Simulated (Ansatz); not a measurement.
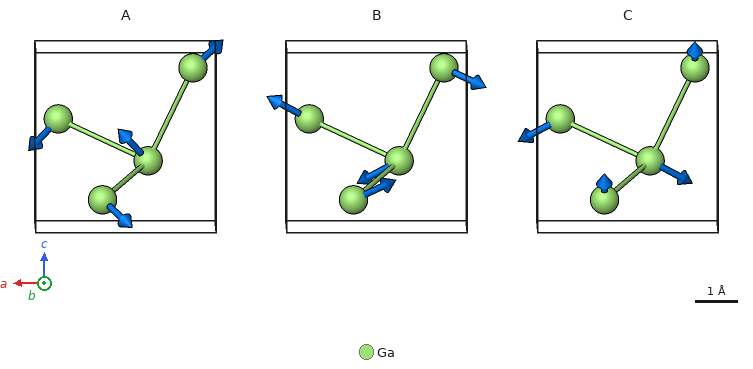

Modes of a crystal of Ga (a generated structure), space group P4₁32 (No. 213), at the zone centre (one member of each degenerate set). The blue arrows are the displacements of the atoms (eigenvector over the root of the mass), of arbitrary overall length and sign. The picture is a ball-and-stick view of the cell of the calculation, seen from a free direction.

Method: DFT PBE, scalar-relativistic, plane waves, PAW in Ansatz 0.2.0.

The frequencies depend somewhat on the k-mesh and the smearing.

Which are infrared-active and which Raman-active?

Answer. A is A₂, silent by symmetry (neither infrared- nor Raman-active) (14i cm⁻¹). B is E, Raman-active by symmetry (86 cm⁻¹). C is T₁, infrared-active by symmetry (126 cm⁻¹). In a metal the free carriers screen the infrared response.
